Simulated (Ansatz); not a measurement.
```
CELL_PARAMETERS angstrom
4.28621 0.00000 0.00000
0.00000 6.06162 0.00000
0.00000 0.00000 25.71553
ATOMIC_POSITIONS crystal
Sn 0.50000 0.50000 0.29165
Se 0.50000 0.00000 0.29165
Sn 0.00000 0.00000 0.37499
Se 0.00000 0.50000 0.37499
Sn 0.50000 0.50000 0.45833
Se 0.50000 0.00000 0.45833
Sn 0.00000 0.00000 0.54167
Se 0.00000 0.50000 0.54167
Sn 0.50000 0.50000 0.62501
Se 0.50000 0.00000 0.62501
Sn 0.00000 0.00000 0.70835
Se 0.00000 0.50000 0.70835
```

Not relaxed (largest force 0.9 eV/Å).

Method: DFT PBE, scalar-relativistic, plane waves, PAW in Ansatz 0.2.0.

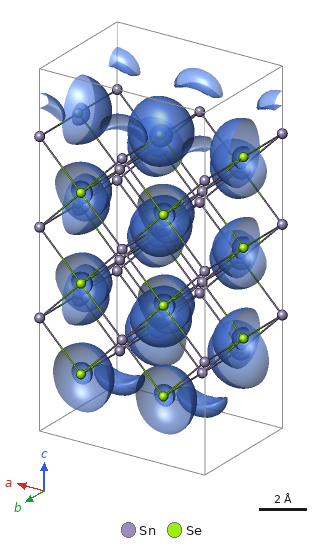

SnSe (slab). Isosurface of the ELF at 0.6 (blue), seen at an oblique angle. Only the valence region is drawn (cores and ρ < 0.01 e/Å³ removed). Sticks mark near contacts.

In a PAW calculation such maps are meaningful between the atoms, not at the nuclei.

Question: Identify the bonds, lone pairs and shells in this picture.

Answer: The ELF exceeds this value in two lobes on Sn, pointing away from the bonds (lone pairs) and six regions wrapped around Se (the valence shell of each), counted in one cell of 12 atoms. Counts are for one cell; the picture repeats the cell along the surface. Profiles from the grid: Sn–Se (3.03 Å): the ELF is about 0.40 at the midpoint.
